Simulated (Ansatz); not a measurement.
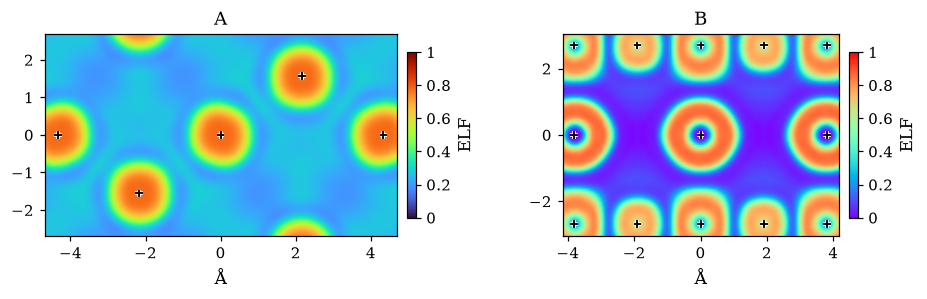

The ELF of 2 systems, each on a plane through atoms (crosses mark nuclei in the plane).

Level of theory: Ansatz, DFT PBEsol, scalar-relativistic, plane waves, PAW.

System 1: SrVO₃, the (011̄) plane of the conventional cell. Space group Pm-3m; spin-polarised.

```yaml
crystal:
  lattice:
    - [3.81032, 0.00000, 0.00000]
    - [0.00000, 3.81032, 0.00000]
    - [0.00000, 0.00000, 3.81032]
  atoms:
    - { symbol: Sr, position: [0.50000, 0.50000, 0.50000] }
    - { symbol: V, position: [0.00000, 0.00000, 0.00000] }
    - { symbol: O, position: [0.50000, 0.00000, 0.00000] }
    - { symbol: O, position: [0.00000, 0.50000, 0.00000] }
    - { symbol: O, position: [0.00000, 0.00000, 0.50000] }
```

System 2: Rh, the (110) plane of the conventional cell. Space group P6₃/mmc; a structure from a database of computed crystals, not necessarily the ambient phase; changed on purpose from its base cell (biaxial strain in the a-b plane, c and atoms relaxed: +1.0 %); computed pressure about −4 GPa in this cell; computed without spin polarisation.

```
Rh
1.0
     2.70219    0.00000    0.00000
    -1.35109    2.34016    0.00000
     0.00000    0.00000    8.67375
Rh
4
Cartesian
  0.0000 0.0000 0.0000
  0.0000 1.5601 2.1684
  0.0000 0.0000 4.3369
  1.3511 0.7800 6.5053
```

### Match each panel to its system.

Panel A is system 2, Rh: the plane holds Rh. Rh–Rh (2.67 Å): the ELF is about 0.30 at the midpoint: no shared electron pair shows on this line. Panel B is system 1, SrVO₃: the plane holds Sr, V and O. V–O (1.91 Å): the ELF peaks at about 0.80 in the valence shell of O, 0.6 Å from its nucleus, and is about 0.20 at the midpoint; no localised pair shows between them.
